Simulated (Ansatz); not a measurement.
System: TaSi2.

The calculation's input:

```
crystal:
  lattice:
    - [4.7839, 0.0, 0.0]
    - [-2.39195, 4.1429789292, 0.0]
    - [0.0, 0.0, 6.57]
  atoms:
    - { symbol: Ta, position: [0.0, 0.5, 0.3333333333] }
    - { symbol: Ta, position: [0.5, 0.5, 0.6666666667] }
    - { symbol: Ta, position: [0.5, 0.0, 0.0] }
    - { symbol: Si, position: [0.31794, 0.15897, 0.3333333333] }
    - { symbol: Si, position: [0.15897, 0.84103, 0.6666666667] }
    - { symbol: Si, position: [0.84103, 0.68206, 0.0] }
    - { symbol: Si, position: [0.68206, 0.84103, 0.3333333333] }
    - { symbol: Si, position: [0.84103, 0.15897, 0.6666666667] }
    - { symbol: Si, position: [0.15897, 0.31794, 0.0] }
hamiltonian:
  xc: pbe
  pseudopotentials: { kind: paw }
kpoints:
  mp_grid: { grid: [7, 7, 4] }
scf:
  occupations: { method: fermi_dirac, width: 0.05 }
output:
  forces: true
  stress: true
  eigenvalues: true
  write_density: true
  write_potential: true
  elf: true
  volumetric_format: npy
relax:
  f_tol: 0.01
  max_steps: 40
  cell: { stress_tol: 0.05 }
```

Launched as:

```sh
ansatz run input.yaml --threads 4 --pin off --max-ram 11264MiB --backend cpu --events-out ev --progress --plain --runs-dir out
```

Below, planes, directions and counts refer to the conventional cell (a = 4.80 Å, b = 4.80 Å, c = 6.61 Å, α = 90.00°, β = 90.00°, γ = 120.00°).

The fields are those of the run's last geometry, not of the input's.

Space group P6₄22.

These are results of Kohn-Sham DFT of a periodic cell, PBE, Ansatz PAW in Ansatz, not measurements.

Question: What will maps of the valence pseudo-density and electron localisation function show?

Answer: Si–Si (2.65 Å): the density is about 0.32 e/Å³ at the midpoint; the ELF peaks at about 0.70 between the atoms.
Ta–Si (2.74 Å): the density is about 0.33 e/Å³ at the midpoint; the ELF peaks at about 0.75 in the valence shell of Si, 0.9 Å from its nucleus, and is about 0.40 at the midpoint.
Ta–Si (2.83 Å): ρ is about 0.28 e/Å³ halfway; the ELF peaks at about 0.75 in the valence shell of Si, 1.0 Å from its nucleus, and is about 0.40 at the midpoint.

Question: Metal or insulator at this level of theory?

Answer: It is metallic or semimetallic at this level of theory: no gap opens.

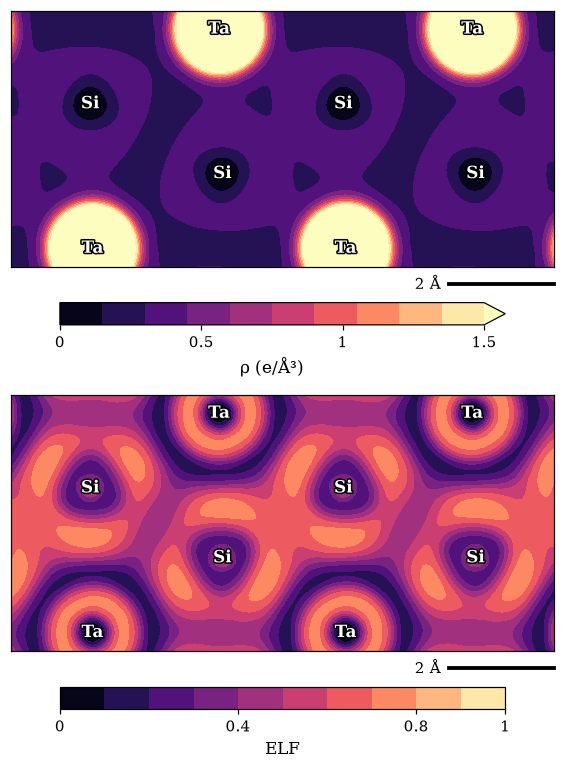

Computed valence pseudo-density and electron localisation function on the (001) plane of the conventional cell, in this order. 
